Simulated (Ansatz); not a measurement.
Ca: geometry relaxation

System: Ca (P6₃/mmc, 4 atoms in the cell).
Method: DFT PBE, scalar-relativistic, plane waves, PAW, no spin polarisation (Ansatz 0.2.0).

The structure derives from a Materials Project entry. Figures and captions count atoms from 1; the log counts them from 0 in places.

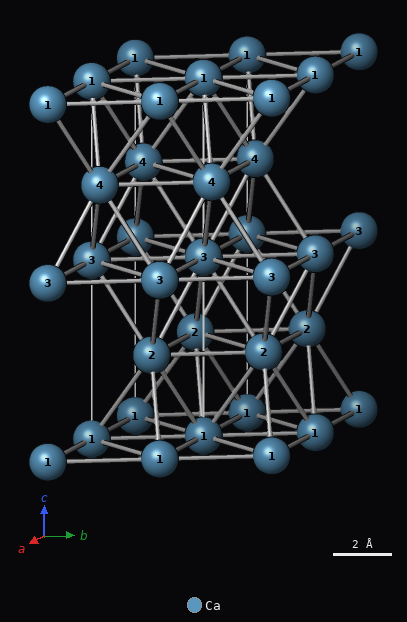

*The input geometry (ball-and-stick view of the cell of the calculation, repeated 2 × 2 × 1, seen slightly off an axis; atoms are numbered from 1 in the order of the input).*

**Input**
```yaml
crystal:
  lattice:
    - [3.9575547823, 0.0, 0.0]
    - [-1.9787773911, 3.4273429783, 0.0]
    - [0.0, 0.0, 12.86942104]
  atoms:
    - { symbol: Ca, position: [0.0, 0.0, 0.0] }
    - { symbol: Ca, position: [0.33333333, 0.66666667, 0.25] }
    - { symbol: Ca, position: [0.0, 0.0, 0.5] }
    - { symbol: Ca, position: [0.66666667, 0.33333333, 0.75] }
basis:
  ecutwfc: 420
kpoints:
  mp_grid: { grid: [12, 12, 4] }
hamiltonian:
  xc: pbe
scf:
  occupations: { method: gaussian, width: 0.1 }
output:
  forces: true
  stress: true
  eigenvalues: true
  write_density: true
  write_potential: true
  elf: true
  volumetric_format: npy
relax:
  adjacent_minimum: "off"
  f_tol: 0.005
  max_steps: 80
  cell: { stress_tol: 0.05 }
```

Run as:
```bash
ansatz run input.yaml --threads 1 --pin off --max-ram 2560MiB --backend cpu --events-out ev --progress --plain --runs-dir out
```

**Log**
```
Engine: ansatz 0.2.0, x86_64-unknown-linux-gnu
Pseudopotentials: kind: paw
Pseudopotential: Ca, paw, valence charge 10, recommended cutoff 420 eV (normal), Ca.paw.azcp
Functional definition: PBE
  parameter kappa = 0.804
  parameter beta = 0.06672455060314922
  exchange = pbe_x(kappa = kappa, mu = beta*pi^2/3)
  correlation = pbe_c(beta = beta)
Crystal: 4 atoms, lattice volume = 174.560 Å³
Basis set: ecut = 420 eV, 3475 PW (Γ), exchange–correlation on 54×54×180 points (8 copies of the dense FFT grid, shifted against one another)
Bands: 24, of which v1, the nominal top of the filled ones, is band 20 counted from 1 (19 counted from 0)
Symmetry: 24 space group operations
Space group: P63/mmc (ITA 194), of the structure as read, at distance tolerance 5.6e-5 Å
k-points: 57 of 576
Non-local potential: Ca, projectors of the file, l = 0: 3, l = 1: 2, l = 2: 2
PAW form: soft (Blöchl's): semilocal exchange-correlation on the pseudo side does not see the compensation charge
PAW one-centre angular grid: Ca, 110 points (default); XC on 64 Gauss nodes
Initial density: superposition of atomic densities (neutral atoms: chi_scale 0, normalization atom), corrected by the library's trained network
Initial wavefunctions: pseudopotential atomic-orbital guess
Functional: x = pbe(κ = 0.804, μ = 0.2195149727645171), c = pbe(β = 0.06672455060314922)
SCF iter   1: F=—  HF=-7267.427459 eV  |F-HF|=—  |Δ(HF+E_count)|=         —  Δρ=1.21e-3  dr2=4.97e-3  ethr=1.77e-3  ⟨swp⟩=6.7  Hψ=6345  notcnv=0
preconditioner: auto → Kerker (q_TF=auto, 2.134 Å⁻¹)  [metal: Δε(μ)=0.022 eV  Ē_g=2.009 eV  σ=0.100 eV  W_gap=0.12  n_scr=38 (ndim 8)  ℏωp=7.9 eV  f_vac=0.000  D(μ)=5.32/eV (n_scr^D=50)]
SCF iter   2: F=—  HF=-7267.429010 eV  |F-HF|=—  |Δ(HF+E_count)|=   1.55e-3  Δρ=7.83e-4  dr2=2.25e-3  ethr=1.24e-5  ⟨swp⟩=2.2  Hψ=2138  notcnv=0
SCF iter   3: F=—  HF=-7267.428913 eV  |F-HF|=—  |Δ(HF+E_count)|=   9.66e-5  Δρ=1.78e-4  dr2=1.36e-4  ethr=5.63e-6  ⟨swp⟩=1.5  Hψ=1425  notcnv=0
SCF iter   4: F=—  HF=-7267.428896 eV  |F-HF|=—  |Δ(HF+E_count)|=   1.68e-5  Δρ=5.84e-5  dr2=1.15e-5  ethr=3.41e-7  ⟨swp⟩=1.7  Hψ=1486  notcnv=0
SCF iter   5: F=—  HF=-7267.428895 eV  |F-HF|=—  |Δ(HF+E_count)|=   1.11e-6  Δρ=1.03e-5  dr2=3.98e-7  ethr=2.88e-8  ⟨swp⟩=2.0  Hψ=1612  notcnv=0
SCF iter   6: F=-7267.428895 eV  HF=-7267.428895 eV  |F-HF|=3.98e-9  |Δ(HF+E_count)|=   5.13e-8  Δρ=3.70e-6  dr2=4.49e-8  ethr=2.50e-10  ⟨swp⟩=11.9  Hψ=10015  notcnv=0
SCF 1 converged in 6 iterations: F = -7267.428895 eV  dr2 = 4.49e-8
  greatest PAW one-centre occupation: 0.996 electrons in one spin orbital (limit 2), on the Ca atom at site 2 (counted from 0), in its partial waves of l = 0
relax step   1: F+E_penalty+E_count = -7267.42889525 eV  Δ(F+E_penalty+E_count) = +0.000e0 eV  max|allowed force component| = 2.197e-17 eV/Å  Δτ_max = 0.0000 Å  P = -0.518 GPa  Ω = 174.560 Å³  (6 SCF iters, dr2 threshold 1.00e-7 eV, accepted)
Crystal: 4 atoms, lattice volume = 171.856 Å³
Basis set: ecut = 420 eV, 3391 PW (Γ), exchange–correlation on 54×54×180 points (8 copies of the dense FFT grid, shifted against one another)
Initial density: handed on by an earlier stage of this run
Initial wavefunctions: those handed on with the density
iter 1 solved again at ethr=2.88e-7 eV; its pass at ethr=3.10e-3 eV (dr2=1.15e-4 eV) is discarded
SCF iter   1: F=—  HF=-7267.436275 eV  |F-HF|=—  |Δ(HF+E_count)|=         —  Δρ=2.21e-4  dr2=1.32e-4  ethr=2.88e-7  ⟨swp⟩=3.0  Hψ=8648  notcnv=0
preconditioner: auto → Kerker (q_TF=auto, 2.140 Å⁻¹)  [metal: Δε(μ)=0.024 eV  Ē_g=2.012 eV  σ=0.100 eV  W_gap=0.13  n_scr=38 (ndim 8)  ℏωp=8.0 eV  f_vac=0.000  D(μ)=5.32/eV (n_scr^D=50)]
SCF iter   2: F=—  HF=-7267.436261 eV  |F-HF|=—  |Δ(HF+E_count)|=   1.41e-5  Δρ=1.55e-4  dr2=6.33e-5  ethr=2.88e-7  ⟨swp⟩=1.0  Hψ=1368  notcnv=0
SCF iter   3: F=—  HF=-7267.436260 eV  |F-HF|=—  |Δ(HF+E_count)|=   1.49e-6  Δρ=2.96e-5  dr2=2.67e-6  ethr=1.58e-7  ⟨swp⟩=1.5  Hψ=1494  notcnv=0
SCF iter   4: F=-7267.436259 eV  HF=-7267.436259 eV  |F-HF|=2.24e-8  |Δ(HF+E_count)|=   4.41e-7  Δρ=1.01e-5  dr2=1.65e-7  ethr=1.00e-9  ⟨swp⟩=11.1  Hψ=9961  notcnv=0
SCF 2 converged in 4 iterations: F = -7267.436259 eV  dr2 = 1.65e-7
  greatest PAW one-centre occupation: 0.996 electrons in one spin orbital (limit 2), on the Ca atom at site 0 (counted from 0), in its partial waves of l = 0
relax step   2: F+E_penalty+E_count = -7267.43625908 eV  Δ(F+E_penalty+E_count) = -7.364e-3 eV  max|allowed force component| = 1.850e-17 eV/Å  Δτ_max = 0.0000 Å  P = -0.272 GPa  Ω = 171.856 Å³  energy of the carried Pulay correction = +1.064e-4 eV  (4 SCF iters, dr2 threshold 4.00e-7 eV, accepted)
Crystal: 4 atoms, lattice volume = 168.908 Å³
Basis set: ecut = 420 eV, 3343 PW (Γ), exchange–correlation on 54×54×180 points (8 copies of the dense FFT grid, shifted against one another)
iter 1 solved again at ethr=3.83e-7 eV; its pass at ethr=3.10e-3 eV (dr2=1.53e-4 eV) is discarded
SCF iter   1: F=—  HF=-7267.439129 eV  |F-HF|=—  |Δ(HF+E_count)|=         —  Δρ=2.58e-4  dr2=1.75e-4  ethr=3.83e-7  ⟨swp⟩=3.0  Hψ=8791  notcnv=0
preconditioner: auto → Kerker (q_TF=auto, 2.146 Å⁻¹)  [metal: Δε(μ)=0.002 eV  Ē_g=2.020 eV  σ=0.100 eV  W_gap=0.01  n_scr=38 (ndim 8)  ℏωp=8.1 eV  f_vac=0.000  D(μ)=5.28/eV (n_scr^D=50)]
SCF iter   2: F=—  HF=-7267.439111 eV  |F-HF|=—  |Δ(HF+E_count)|=   1.78e-5  Δρ=1.81e-4  dr2=8.54e-5  ethr=3.83e-7  ⟨swp⟩=1.0  Hψ=1368  notcnv=0
SCF iter   3: F=—  HF=-7267.439110 eV  |F-HF|=—  |Δ(HF+E_count)|=   1.05e-6  Δρ=3.23e-5  dr2=3.20e-6  ethr=2.13e-7  ⟨swp⟩=1.6  Hψ=1551  notcnv=0
SCF iter   4: F=-7267.439109 eV  HF=-7267.439109 eV  |F-HF|=1.13e-8  |Δ(HF+E_count)|=   4.86e-7  Δρ=1.07e-5  dr2=1.94e-7  ethr=6.64e-10  ⟨swp⟩=8.2  Hψ=9446  notcnv=0
SCF 3 converged in 4 iterations: F = -7267.439109 eV  dr2 = 1.94e-7
relax step   3: F+E_penalty+E_count = -7267.43910939 eV  Δ(F+E_penalty+E_count) = -2.850e-3 eV  max|allowed force component| = 4.911e-18 eV/Å  Δτ_max = 0.0000 Å  P = +0.014 GPa  Ω = 168.908 Å³  energy of the carried Pulay correction = +2.244e-4 eV  (4 SCF iters, dr2 threshold 2.66e-7 eV, accepted)
Initial wavefunctions: pseudopotential atomic-orbital guess (no wavefunctions were taken with the density)
iter 1 solved again at ethr=2.34e-7 eV; its pass at ethr=3.10e-3 eV (dr2=9.35e-5 eV) is discarded
SCF iter   1: F=—  HF=-7267.438897 eV  |F-HF|=—  |Δ(HF+E_count)|=         —  Δρ=3.17e-5  dr2=4.42e-7  ethr=2.34e-7  ⟨swp⟩=3.8  Hψ=9902  notcnv=0
preconditioner: auto → Kerker (q_TF=auto, 2.146 Å⁻¹)  [metal: Δε(μ)=0.002 eV  Ē_g=2.022 eV  σ=0.100 eV  W_gap=0.01  n_scr=38 (ndim 8)  ℏωp=8.1 eV  f_vac=0.000  D(μ)=5.29/eV (n_scr^D=50)]
SCF iter   2: F=—  HF=-7267.438888 eV  |F-HF|=—  |Δ(HF+E_count)|=   9.15e-6  Δρ=1.60e-5  dr2=1.32e-7  ethr=1.10e-9  ⟨swp⟩=2.0  Hψ=2500  notcnv=0
SCF iter   3: F=—  HF=-7267.438888 eV  |F-HF|=—  |Δ(HF+E_count)|=   6.11e-8  Δρ=1.80e-6  dr2=1.11e-8  ethr=3.30e-10  ⟨swp⟩=2.2  Hψ=2496  notcnv=0
SCF iter   4: F=—  HF=-7267.438888 eV  |F-HF|=—  |Δ(HF+E_count)|=  9.55e-10  Δρ=8.95e-7  dr2=1.98e-9  ethr=2.79e-11  ⟨swp⟩=1.3  Hψ=1407  notcnv=0
SCF iter   5: F=—  HF=-7267.438888 eV  |F-HF|=—  |Δ(HF+E_count)|=  2.29e-10  Δρ=1.58e-7  dr2=4.54e-11  ethr=4.95e-12  ⟨swp⟩=1.7  Hψ=1455  notcnv=0
SCF iter   6: F=-7267.438888 eV  HF=-7267.438888 eV  |F-HF|=0.00e0  |Δ(HF+E_count)|=  1.09e-11  Δρ=4.13e-8  dr2=4.37e-12  ethr=1.00e-12  ⟨swp⟩=6.6  Hψ=5875  notcnv=0
SCF 4 converged in 6 iterations: F = -7267.438888 eV  dr2 = 4.37e-12
relax step   4: F+E_penalty+E_count = -7267.43888835 eV  Δ(F+E_penalty+E_count) = +2.210e-4 eV  max|allowed force component| = 1.099e-17 eV/Å  Δτ_max = 0.0000 Å  P = +0.014 GPa  Ω = 168.908 Å³  stress off target by 1.46e-2 GPa  SCF on the basis re-selected at this cell (its energy is not comparable with the rows above)  (6 SCF iters)
```

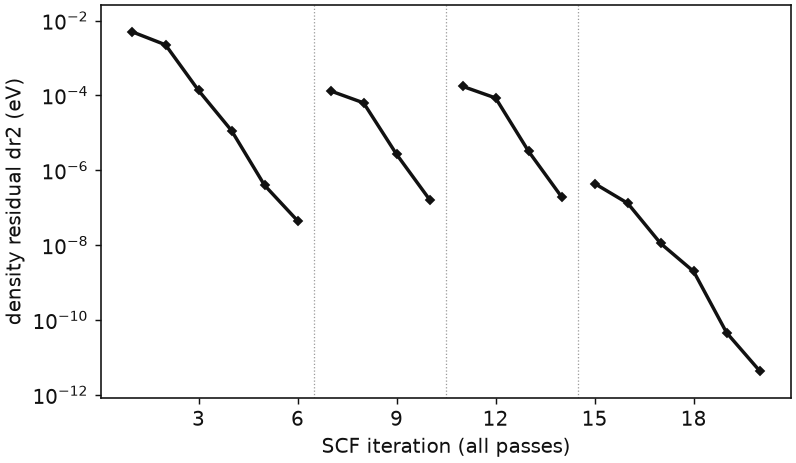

*Convergence of the self-consistent field: density residual dr2 against the SCF iteration. The dotted lines part the SCF passes of the relaxation: geometry steps, rejected trials and re-solves on a re-selected basis.*

The passes take 6, 4, 4 and 6 iterations.

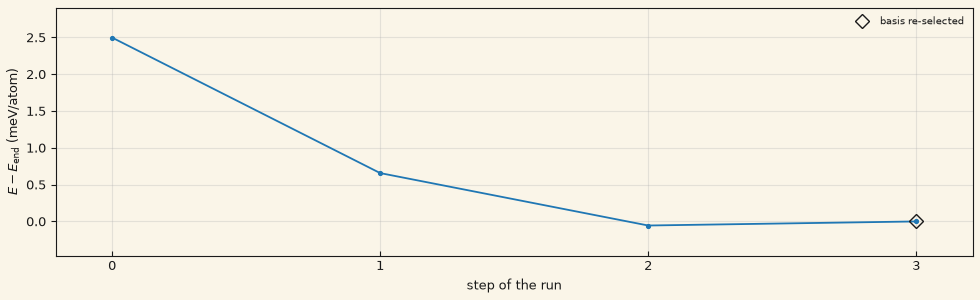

*Progress of the relaxation, step by step (the first geometry is step 0 here and step 1 in the log).*

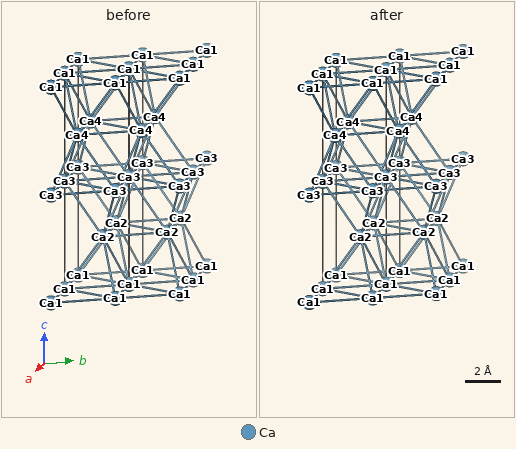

*Before (left) and after (right) the relaxation, at one scale (ball-and-stick view of the cell of the calculation, repeated 2 × 2 × 1, seen slightly off an axis).*

No atom moves by more than 0.005 Å relative to the cell. The drawn cell changes as follows: a = b 3.958 → 3.902 Å (−1.4 %), c 12.869 → 12.809 Å (−0.5 %); the volume changes by −3.2 %. Distances before and after: Ca1–Ca1 3.958 → 3.902 Å, Ca1–Ca2 3.946 → 3.915 Å. The space group stays P6_3/mmc (No. 194). The energy falls by 2.6 meV per atom in 2 geometry steps. All forces vanish by symmetry, so only the cell relaxes. Pressure: −0.52 GPa at the start and 0.01 GPa at the end. A last SCF at the same geometry on a re-selected plane-wave basis shifts the energy by +0.1 meV per atom. (Atoms are counted from 1 in the order of the input.)

```
basis re-selected at this cell: Δ(F+E_penalty+E_count) = +2.210e-4 eV, ΔP = -0.000 GPa vs the last step (what re-selecting the basis moved, of the pressure what is left beyond the Pulay correction that the steps carried, after the strain that the cell walked since its last selection, with what the two solves' SCF thresholds leave and, on support functions, any second-order correction that the steps lacked; it is no measure of the basis error at this ecutwfc). This SCF's stress stands 1.46e-2 GPa from its target on what of the cell is left free (relax.cell.stress_tol is 5.00e-2 GPa) and its largest allowed force component is 1.10e-17 eV/Å (relax.f_tol is 5.00e-3 eV/Å): within both
SCF converged after 6 iterations
Free energy (F): -7267.438888 eV
Harris-Foulkes:  -7267.438888 eV  (|F-HF|=0.00e0)
Internal energy: -7267.412459 eV  (E = F + TS)
E sigma→0 (E₀):  -7267.425674 eV
Entropy (-TS):   -0.026430 eV (-6.607 meV/atom)
Fermi energy:    4.981347 eV
--- Per-component energies (eV) ---
  E_band       = -700.981456
  E_kinetic    = 1102.078259
  E_local      = -3395.659413  (includes V_loc(G=0)·N_el)
  E_nonlocal   = 254.650706
  E_hartree    = 1136.659483
  E_xc         = -543.547721
  E_vxc        = -677.495466  (∫ρ·V_xc dr)
  E_paw        = -3432.968560  (= ΣΔE_a)
  E_vpaw       = -257.874445  (= ΣTr[D̂ρ^β])
  E_aug_tail   = -0.000025  (compensation charges beyond the density's cutoff)
  E_ewald      = -2388.625187
  E_smearing   = -0.026430  (= −TS)
  E_closure    = 0.000000  (closes the sum)
  Σ components = -7267.438888   (vs F -7267.438888, Δ=0.00e0)
--- Forces (eV/Å), atoms counted from 1 ---
  atom   1  Ca     0.00000000     0.00000000     0.00000000
  atom   2  Ca     0.00000000     0.00000000    -0.00000000
  atom   3  Ca     0.00000000     0.00000000     0.00000000
  atom   4  Ca    -0.00000000    -0.00000000     0.00000000
  max |Σ_I F_I| component: 2.31e-18 eV/Å
--- Stress (GPa, compression-positive) ---
        0.013467       0.000000      -0.000000
       -0.000000       0.013467      -0.000000
       -0.000000      -0.000000       0.014602
  P = ⅓ Tr σ = 0.0138 GPa (0.138 kbar)
--- Band table (eV; the first three rows and the last of 57) ---
  k-point 0: bands = ["-37.0813", "-37.0765", "-37.0721", "-37.0673", "-18.1297", "-18.0649", "-18.0600", "-18.0181", "-18.0181", "-18.0107", "-18.0107", "-18.0065", "-18.0065", "-17.9991", "-17.9991", "-17.9940", "0.9181", "1.9284", "1.9285", "3.9361", "4.7559", "6.3436", "6.3599", "7.1847"]
  k-point 1: bands = ["-37.0808", "-37.0777", "-37.0709", "-37.0678", "-18.1247", "-18.0885", "-18.0363", "-18.0174", "-18.0174", "-18.0127", "-18.0127", "-18.0045", "-18.0045", "-17.9998", "-17.9998", "-17.9993", "0.9845", "1.5000", "2.4459", "3.5947", "5.0548", "5.9551", "6.7024", "7.1808"]
  k-point 2: bands = ["-37.0795", "-37.0795", "-37.0691", "-37.0691", "-18.1102", "-18.1102", "-18.0155", "-18.0155", "-18.0155", "-18.0155", "-18.0142", "-18.0142", "-18.0017", "-18.0017", "-18.0017", "-18.0017", "1.1810", "1.1810", "3.0210", "3.0210", "5.5177", "5.5177", "6.9887", "6.9887"]
  k-point 56: bands = ["-37.0662", "-37.0662", "-37.0617", "-37.0617", "-18.1038", "-18.1038", "-18.0986", "-18.0986", "-18.0808", "-18.0808", "-18.0775", "-18.0775", "-18.0319", "-18.0319", "-18.0299", "-18.0299", "4.8734", "4.8734", "4.9023", "4.9023", "4.9132", "4.9132", "5.5291", "5.5291"]
--- Relaxed structure (3 steps of the walk, 3 accepted, 1 SCFs on fresh bases) ---
  F+E_penalty+E_count = -7267.43888835 eV   max|allowed force component| = 1.099e-17 eV/Å   (the final SCF, on the basis selected at the relaxed cell)
  cell:  # Å, volume = 168.9084 Å³
    - [3.902206530022011, -2.8463848711862613e-11, 0.0]
    - [-1.951103264986355, 3.379409985826817, 0.0]
    - [0.0, 0.0, 12.808557430656125]
  atoms:
    - { symbol: Ca, position: [7.650228575091752e-35, 4.8071432959860076e-35, 0.0] }
    - { symbol: Ca, position: [0.3333333333333333, 0.6666666666666665, 0.25] }
    - { symbol: Ca, position: [9.563442034427936e-35, 3.66572114354586e-35, 0.5] }
    - { symbol: Ca, position: [0.6666666666666667, 0.33333333333333326, 0.7500000000000001] }
```

**Trajectory as extended XYZ (Å, eV, eV/Å), 4 frames, from step=1 to step=4**
```
4
Lattice="3.9576 0.0000 0.0000 -1.9788 3.4273 0.0000 0.0000 0.0000 12.8694" Properties=species:S:1:pos:R:3:forces:R:3 step=1 energy=-7267.42890 pressure_GPa=-0.52
Ca    0.0000    0.0000    0.0000    0.0000   0.0000   0.0000
Ca    0.0000    2.2849    3.2174    0.0000   0.0000   0.0000
Ca    0.0000    0.0000    6.4347    0.0000   0.0000   0.0000
Ca    1.9788    1.1424    9.6521    0.0000   0.0000   0.0000
4
Lattice="3.9321 0.0000 0.0000 -1.9660 3.4053 0.0000 0.0000 0.0000 12.8349" Properties=species:S:1:pos:R:3:forces:R:3 step=2 energy=-7267.43626 pressure_GPa=-0.27
Ca    0.0000    0.0000    0.0000    0.0000   0.0000   0.0000
Ca    0.0000    2.2702    3.2087    0.0000   0.0000   0.0000
Ca    0.0000    0.0000    6.4175    0.0000   0.0000   0.0000
Ca    1.9660    1.1351    9.6262    0.0000   0.0000   0.0000
4
Lattice="3.9022 0.0000 0.0000 -1.9511 3.3794 0.0000 0.0000 0.0000 12.8086" Properties=species:S:1:pos:R:3:forces:R:3 step=3 energy=-7267.43911 pressure_GPa=0.01
Ca    0.0000    0.0000    0.0000    0.0000   0.0000   0.0000
Ca    0.0000    2.2529    3.2021    0.0000   0.0000   0.0000
Ca    0.0000    0.0000    6.4043    0.0000   0.0000   0.0000
Ca    1.9511    1.1265    9.6064    0.0000   0.0000   0.0000
4
Lattice="3.9022 0.0000 0.0000 -1.9511 3.3794 0.0000 0.0000 0.0000 12.8086" Properties=species:S:1:pos:R:3:forces:R:3 step=4 energy=-7267.43889 pressure_GPa=0.01
Ca    0.0000    0.0000    0.0000    0.0000   0.0000   0.0000
Ca    0.0000    2.2529    3.2021    0.0000   0.0000   0.0000
Ca    0.0000    0.0000    6.4043    0.0000   0.0000   0.0000
Ca    1.9511    1.1265    9.6064    0.0000   0.0000   0.0000
```

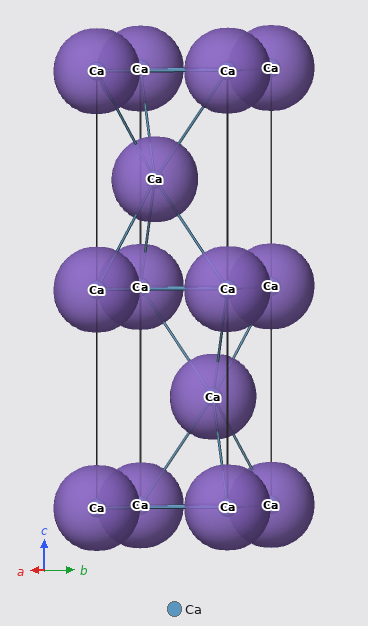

*Isosurface of the valence pseudo-density at 0.1 e/Å³ (purple), seen at an oblique angle. Sticks mark near contacts. The outline is the cell set on symmetry axes.*

At this value the density breaks into separate islands; it holds about 80 % of the electrons treated as valence (semicore included). It is pinched off along the Ca–Ca (3.90 Å) contacts. On the grid the lowest density along these lines, outside the cores, is 0.05 e/Å³ (Ca–Ca, 3.90 Å). Core electrons are frozen (PAW), so the fields are smoothed inside the atomic spheres.

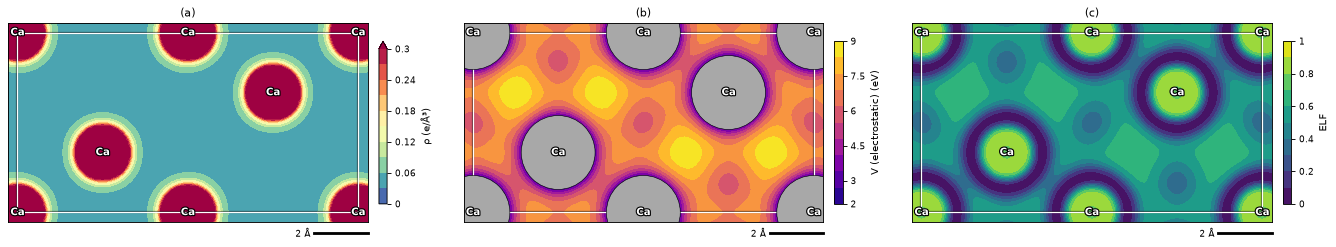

*(a) valence charge density (pseudo); (b) electrostatic potential (local pseudopotential plus Hartree) felt by an electron; (c) electron localisation function on the (110) plane of the conventional cell. Grey discs, where drawn, cover atomic cores.*

The plane passes through Ca nuclei. Ca–Ca (3.92 Å): the density is about 0.05 e/Å³ at the midpoint; the ELF is about 0.35 at the midpoint (nearly free electrons, as in a simple metal). Away from the nuclei the density in this plane falls to 0.05 e/Å³ at its lowest.  The strong features right at Ca lie inside the PAW spheres (semicore, d or f shells) and say nothing about bonding. Outside the cores the potential energy rises away from the atoms and is highest about 2.7 Å from the nearest atoms; outside the discs it spans about 6 eV, and its zero is arbitrary.

**Results in brief**

- outcome: converged
- space group (tolerance 0.01 Å): P6₃/mmc (194)
- electrons treated: 40
- free energy: −7267.4389 eV
- Fermi energy: 4.981 eV
- gap on the k-point mesh: none (metallic)
- pressure: 0.01 GPa
- final volume: 168.91 Å³
- largest force (length of the vector) at the end: under 0.001 eV/Å
- final cell: a = 3.902 Å, b = 3.902 Å, c = 12.809 Å, α = 90.00°, β = 90.00°, γ = 120.00°
- hardware: 1 thread of Intel Xeon (Sapphire Rapids), 192 GiB of memory available, shared host
- wall time: 39 s
- peak memory: 0.52 GiB
